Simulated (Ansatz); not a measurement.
# CoSi₁₆ (cell with a defect): what the fields show

Input file:

```
crystal:
  lattice:
    - [0.0, 5.43, 5.43]
    - [5.43, 0.0, 5.43]
    - [5.43, 5.43, 0.0]
  atoms:
    - { symbol: Si, position: [0.0, 0.0, 0.0] }
    - { symbol: Si, position: [0.125, 0.125, 0.125] }
    - { symbol: Si, position: [0.0, 0.0, 0.5] }
    - { symbol: Si, position: [0.125, 0.125, 0.625] }
    - { symbol: Si, position: [0.0, 0.5, 0.0] }
    - { symbol: Si, position: [0.125, 0.625, 0.125] }
    - { symbol: Si, position: [0.0, 0.5, 0.5] }
    - { symbol: Si, position: [0.125, 0.625, 0.625] }
    - { symbol: Si, position: [0.5, 0.0, 0.0] }
    - { symbol: Si, position: [0.625, 0.125, 0.125] }
    - { symbol: Si, position: [0.5, 0.0, 0.5] }
    - { symbol: Si, position: [0.625, 0.125, 0.625] }
    - { symbol: Si, position: [0.5, 0.5, 0.0] }
    - { symbol: Si, position: [0.625, 0.625, 0.125] }
    - { symbol: Si, position: [0.5, 0.5, 0.5] }
    - { symbol: Si, position: [0.625, 0.625, 0.625] }
    - { symbol: Co, position: [0.37356726, 0.87690452, 0.36980582], spin: 1.0 }
magnetization:
  spin_polarized: true
basis:
  ecutwfc: 420.0
kpoints:
  mp_grid: { grid: [2, 2, 2] }
hamiltonian:
  xc: lda
  pseudopotentials: { kind: paw, azcp: { folder: soft_1 } }
scf:
  occupations: { method: gaussian, width: 0.05 }
  lower_state_search: "off"
relax:
  f_tol: 0.03
  max_steps: 60
  adjacent_minimum: "off"
output:
  write_density: true
  write_potential: true
  elf: true
  volumetric_format: npy
```

Launched as:

```sh
ansatz run input.yaml --threads 2 --pin off --max-ram 5120MiB --backend cpu --events-out ev --progress --plain --runs-dir out
```

The fields are those of the run's last geometry, not of the input's.

The SCF solution may not be the lowest one; PAW files of the earlier set (soft_1); spin-polarised.

Level of theory: DFT LDA, scalar-relativistic, plane waves, PAW (Ansatz 0.2.0).

Core electrons are frozen (PAW), and the valence fields are smoothed inside the atomic spheres.

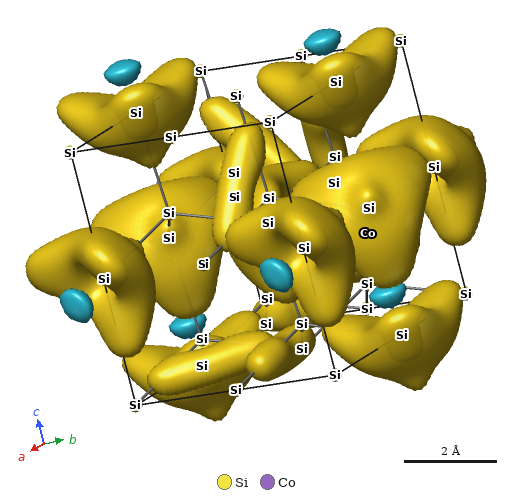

Figure 1. Isosurfaces of the magnetisation density (up minus down) at +0.005 (yellow) and −0.005 e/Å³ (cyan), seen slightly off an axis. Sticks mark near contacts.

Q: Where is the spin, and how is it ordered?

A: The spin density sits on Co: +0.8 μB in one cell of 17 atoms: a single local moment. The cell of the calculation (17 atoms) carries 1.2 μB of net spin moment.

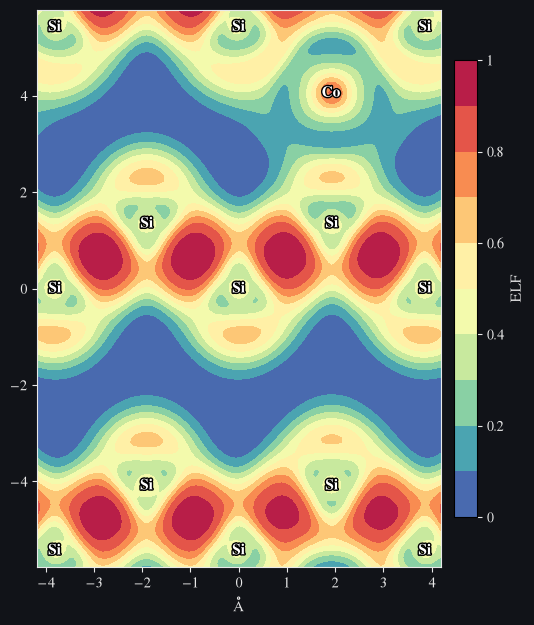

Figure 2. ELF on the (011̄) plane of the calculation cell.

Q: What do the fields say about this system?

A: Atoms in the plane: Si and Co.
Si–Si (2.34 Å): the ELF peaks at about 0.95 between the atoms.
Co–Si (2.36 Å): the ELF peaks at about 0.60 in the valence shell of Si, 0.9 Å from its nucleus, and is about 0.40 at the midpoint.
Co–Si (2.71 Å): the ELF peaks at about 0.65 in the valence shell of Si, 0.9 Å from its nucleus, and is about 0.40 at the midpoint.
The features right at Co lie inside the PAW spheres, where the map follows smoothed inner orbitals and isn't to be read closely.

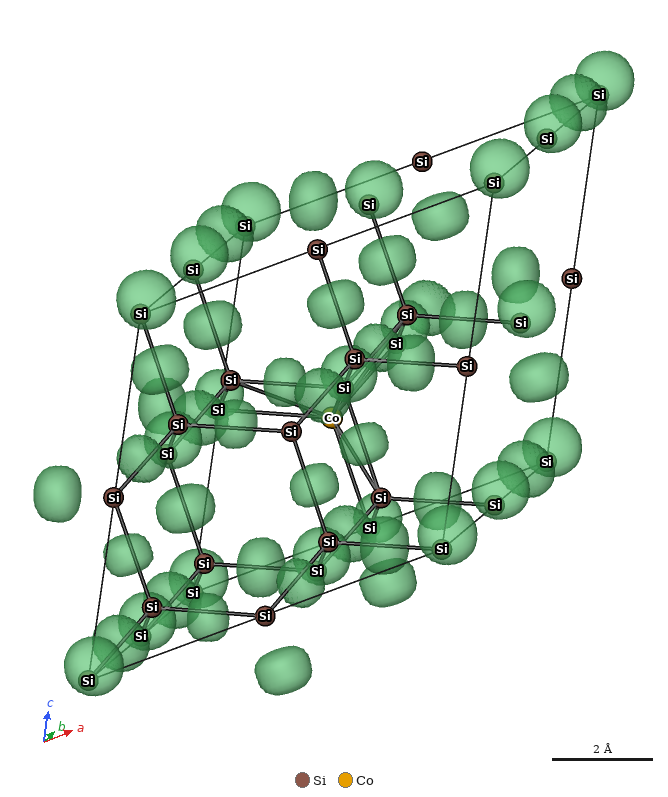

Figure 3. Isosurface of the electron localisation function at 0.85 (green), seen slightly off an axis. Core shells and regions of very low density are left out. Sticks mark near contacts.

Q: Where are the electrons localised?

A: The ELF exceeds this value in 32 regions between bonded Si–Si atoms, counted in one cell of 17 atoms. Any copies at cell faces, edges or corners count once.
